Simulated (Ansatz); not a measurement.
**Cu: single-point calculation (part 2 of 2)**

The same run, continued: Cu (Fm-3m, 27 atoms in the cell); DFT LDA, scalar-relativistic, plane waves, PAW, no spin polarisation (Ansatz 0.2.0); cutoff 420 eV, 4×4×4 k-mesh, Gaussian smearing of 0.1 eV. The structure derives from a Materials Project entry. It belongs to a series of runs on one base structure; here: the perfect crystal in a cell of 27 atoms.

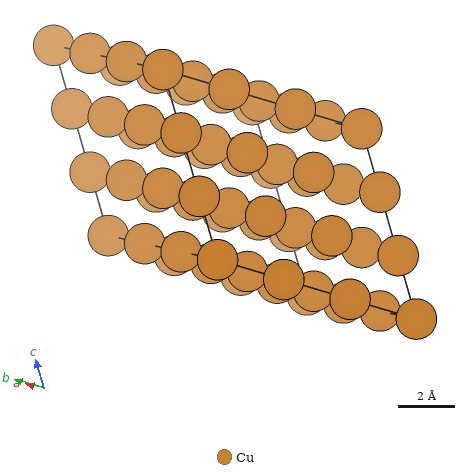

Fig. 1: The structure as given in the input (spheres-only view of the cell of the calculation, seen at an oblique angle).

Output, continued:
```
  k-point 1: bands = ["-93.8030", "-93.7939", "-93.7895", "-93.7895", "-93.7895", "-93.7865", "-93.7865", "-93.7865", "-93.7864", "-93.7864", ... 98 levels left out ..., "8.3596", "10.3319", "11.4112", "11.4112", "11.4112", "11.9002", "11.9002", "11.9002", "12.1337", "12.1337", "12.1337", "12.3676", "12.7335", "12.7335", "12.7335", "13.3869", "13.3869", "13.3869", "13.4902", "13.4902", "13.4902", "13.5097", "13.5097", "13.5097", "13.6704", "13.6704", "13.6704", "13.7271", "13.7271",
      "13.7271", "13.7271", "13.7271", "13.7271", "13.8431", "13.8431", "13.8431", "13.8582", "13.8582", "13.8582", "13.8582", "13.8582", "13.8582", "14.2032", "14.2032", "14.2032", "14.4837", "14.4837", "14.4837", "14.5012", "14.5012", "14.5012", "14.5447", "14.5870", "14.5870", "14.5870", "14.5870", "14.5870", "14.5870", "14.7808", "14.8313", "14.8313", "14.8313", "14.8410", "14.8410", "14.8410", "14.8451", "14.8451", "14.8949", "14.8949",
      "14.9175", "14.9175", "14.9175", "14.9796", "14.9796", "14.9796", "15.0240", "15.0240", "15.0675", "15.0675", "15.0675", "15.0866", "15.0866", "15.0866", "15.1456", "15.1456", "15.1456", "15.4547", "15.4547", "15.4547", "15.6674", "15.6674", "15.6674", "15.6674", "15.6674", "15.6674", "15.7257", "15.7257", "15.7257", "15.7660", "15.7660", "15.7660", "15.7847", "15.7847", "15.8934", "15.8934", "15.8934", "15.8963", "15.8963", "15.9094",
      "16.0851", "16.0851", "16.0851", "16.0878", "16.0878", "16.0878", "16.0995", "16.0995", "16.0995", "16.1095", "16.1095", "16.1095", "16.1476", "16.1476", "16.1476", "16.2084", "16.2084", "16.2084", "16.2685", "16.2685", "16.2685", "16.3284", "16.3284", "16.3284", "16.3284", "16.3284", "16.3284", "16.3694", "16.3694", "16.4227", "16.4227", "16.4227", "16.4527", "16.4527", "16.4527", "16.6984", "16.6984", "16.6984", "17.3796", "17.3796",
      "17.3796", "19.4420", "19.4420", "19.4420", "21.7124", "21.7124", "21.7124", "21.7124", "21.7124", "21.7124", "21.8670", "21.8670", "21.8670", "23.7753", "23.7753", "23.7753", "23.7753", "23.7753", "23.7753", "23.9334", "24.3807", "24.3807", "24.3807", "25.2396", "25.2396", "25.2396", "26.2296", "26.2296", "26.2296", "27.4058", "27.4058", "27.4058", "28.3308", "28.3308", "28.3308", "28.3308", "28.3308", "28.3308", "28.7151", "28.7151",
      "28.7151", "29.4434", "29.4434", "29.4434", "30.3140", "30.3140", "30.3140", "31.0743", "31.0743", "31.0743", "31.2463"]
  k-point 2: bands = ["-93.7992", "-93.7992", "-93.7887", "-93.7887", "-93.7887", "-93.7887", "-93.7887", "-93.7887", "-93.7834", "-93.7834", ... 98 levels left out ..., "9.1399", "9.1399", "11.5332", "11.5332", "11.5332", "11.5332", "11.5332", "11.5332", "12.5356", "12.8380", "12.8380", "12.8380", "12.8380", "12.8380", "12.8380", "13.0673", "13.0673", "13.0673", "13.0673", "13.0673", "13.0673", "13.5348", "13.5348", "13.5348", "13.5348", "13.5348", "13.5348", "13.8090", "13.8090",
      "13.8090", "13.8090", "13.8090", "13.8090", "13.8428", "13.8428", "13.8428", "13.8428", "13.8428", "13.8428", "14.1296", "14.1296", "14.1296", "14.1296", "14.1296", "14.1296", "14.4809", "14.4809", "14.4809", "14.4809", "14.4809", "14.4809", "14.5699", "14.5699", "14.5699", "14.5699", "14.5699", "14.5699", "14.6382", "14.6382", "14.6472", "14.6472", "14.6472", "14.6472", "14.6472", "14.6472", "14.8079", "14.8079", "14.9039", "14.9039",
      "14.9039", "14.9039", "14.9039", "14.9039", "15.0018", "15.0018", "15.0018", "15.0018", "15.1722", "15.1722", "15.1722", "15.1722", "15.1722", "15.1722", "15.3495", "15.3495", "15.3495", "15.3495", "15.3495", "15.3495", "15.4584", "15.4584", "15.4584", "15.4584", "15.4584", "15.4584", "15.6332", "15.6332", "15.6332", "15.6332", "15.6332", "15.6332", "15.7735", "15.7735", "15.7735", "15.7735", "16.0180", "16.0180", "16.0180", "16.0180",
      "16.0180", "16.0180", "16.0554", "16.0554", "16.0554", "16.0554", "16.0554", "16.0554", "16.1629", "16.1629", "16.1629", "16.1629", "16.1629", "16.1629", "16.2538", "16.2538", "16.2538", "16.2538", "16.2538", "16.2538", "16.4163", "16.4163", "16.4163", "16.4163", "16.4163", "16.4163", "16.4574", "16.4574", "16.5329", "16.5329", "16.5329", "16.5329", "16.5329", "16.5329", "16.8815", "17.8181", "17.8181", "17.8181", "17.8181", "17.8181",
      "17.8181", "19.4094", "19.4094", "19.4094", "19.4094", "19.4094", "19.4094", "21.8777", "21.8777", "21.8777", "21.8777", "21.8777", "21.8777", "22.2904", "23.2790", "23.2790", "23.2790", "23.2790", "23.2790", "23.2790", "25.5849", "25.5849", "25.5849", "25.5849", "25.5849", "25.5849", "27.5426", "27.5426", "27.5426", "27.5426", "27.5426", "27.5426", "28.6227", "28.6227", "28.6227", "28.6227", "28.6227", "28.6227", "30.4688", "30.4688",
      "30.4688", "30.4688", "30.4688", "30.4688", "30.5542", "30.5542", "30.5542", "30.5542", "30.5542", "30.5542", "30.8177"]
  k-point 7: bands = ["-93.7960", "-93.7960", "-93.7960", "-93.7960", "-93.7869", "-93.7869", "-93.7869", "-93.7869", "-93.7816", "-93.7816", ... 98 levels left out ..., "9.8083", "9.8083", "9.8083", "9.8083", "12.0542", "12.0542", "12.0542", "12.0542", "12.9086", "12.9086", "12.9562", "12.9562", "12.9562", "12.9562", "13.1072", "13.1072", "13.1072", "13.1072", "13.1072", "13.1072", "13.1072", "13.1072", "13.3522", "13.3522", "13.3627", "13.3627", "13.3627", "13.3627", "13.5669",
      "13.7511", "13.7511", "13.7511", "13.7511", "14.0691", "14.0691", "14.0691", "14.0691", "14.0691", "14.0691", "14.0691", "14.0691", "14.1626", "14.1626", "14.1626", "14.1626", "14.2531", "14.2531", "14.4218", "14.4218", "14.4218", "14.4218", "14.5011", "14.5011", "14.5011", "14.5011", "14.6358", "14.6358", "14.6358", "14.6358", "14.6358", "14.6358", "14.6358", "14.6358", "14.7217", "14.7217", "14.7217", "14.7217", "14.8242", "14.8242",
      "14.8242", "14.8242", "15.0716", "15.0716", "15.0716", "15.0716", "15.0833", "15.0833", "15.0833", "15.0833", "15.1627", "15.1627", "15.1627", "15.1627", "15.2104", "15.2104", "15.2104", "15.2104", "15.4945", "15.4945", "15.4945", "15.4945", "15.4945", "15.4945", "15.4945", "15.4945", "15.5402", "15.5402", "15.5402", "15.5402", "15.5500", "15.5500", "15.5500", "15.5500", "15.6403", "15.6403", "15.6403", "15.6403", "15.7518", "15.9859",
      "15.9859", "15.9859", "15.9859", "16.0145", "16.0145", "16.0145", "16.0145", "16.0160", "16.0160", "16.3085", "16.3085", "16.3663", "16.3663", "16.3663", "16.3663", "16.3663", "16.3663", "16.3663", "16.3663", "16.4196", "16.4196", "16.4196", "16.4196", "16.4578", "16.4578", "16.4578", "16.4578", "16.6191", "16.6191", "16.6198", "16.9309", "16.9309", "16.9309", "16.9309", "18.2483", "18.2483", "18.2483", "18.2483", "18.2483", "18.2483",
      "18.2483", "18.2483", "18.9498", "18.9498", "18.9498", "18.9498", "20.3492", "20.3492", "20.3492", "20.3492", "20.4417", "20.4417", "22.4693", "22.4693", "22.4693", "22.4693", "24.6380", "24.6380", "25.9509", "25.9509", "26.0503", "26.0503", "26.0503", "26.0503", "26.0503", "26.0503", "26.0503", "26.0503", "26.9209", "27.5518", "27.6901", "27.6901", "27.6901", "27.6901", "28.8354", "28.8354", "28.8354", "28.8354", "29.2649", "29.2649",
      "29.2649", "29.2649", "29.9814", "29.9814", "30.5603", "30.5603", "30.7639", "30.7639", "30.7639", "30.7639", "31.6391"]
```

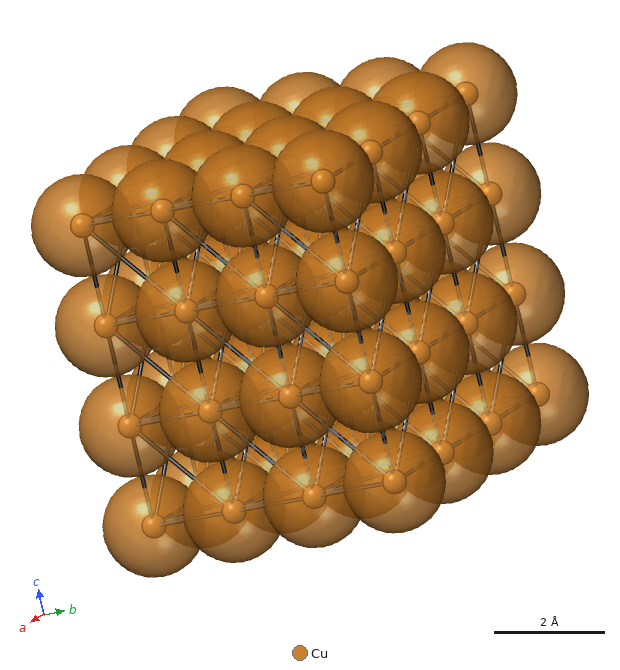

Fig. 2: Isosurface of the valence charge density (pseudo) at 0.5 e/Å³ (orange), seen slightly off an axis. Sticks mark near contacts. The outline is the calculation cell. At this value the density breaks into separate islands; it holds about 90 % of the electrons treated as valence (semicore included). It is pinched off along the Cu–Cu (2.49 Å) contacts. On the grid the lowest density along these lines, outside the cores, is 0.3 e/Å³ (Cu–Cu, 2.49 Å). In a PAW calculation such maps are meaningful between the atoms, not at the nuclei.

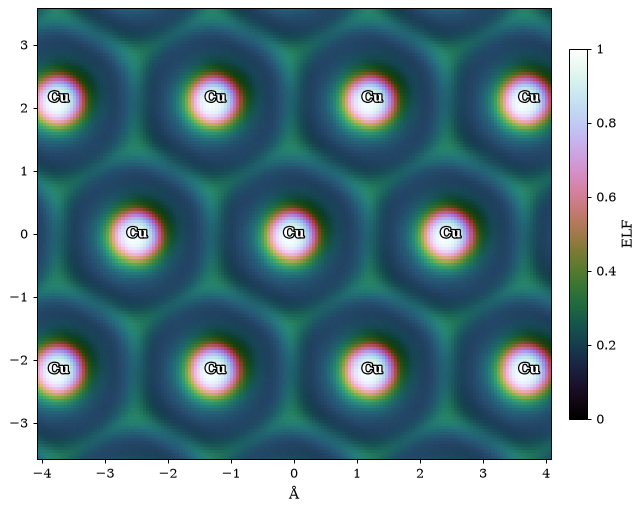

Fig. 3: ELF on the (010) plane of the calculation cell. The plane passes through Cu nuclei. Cu–Cu (2.49 Å): the ELF is about 0.20 at the midpoint; no localised pair between them. The strong features right at Cu lie inside the PAW spheres (semicore, d or f shells) and say nothing about bonding.

Summary:

| quantity | value |
| --- | --- |
| outcome | converged |
| space group (tolerance 0.01 Å) | Fm-3m (225) |
| electrons treated | 513 |
| free energy | −177004.4051 eV |
| Fermi energy | 18.096 eV |
| gap on the k-point mesh | none (metallic) |
| pressure | −0.07 GPa |
| largest force (length of the vector) | under 0.001 eV/Å |
| wall time | 21 s (CPU time 65 s) |
| peak memory | 2 GiB |
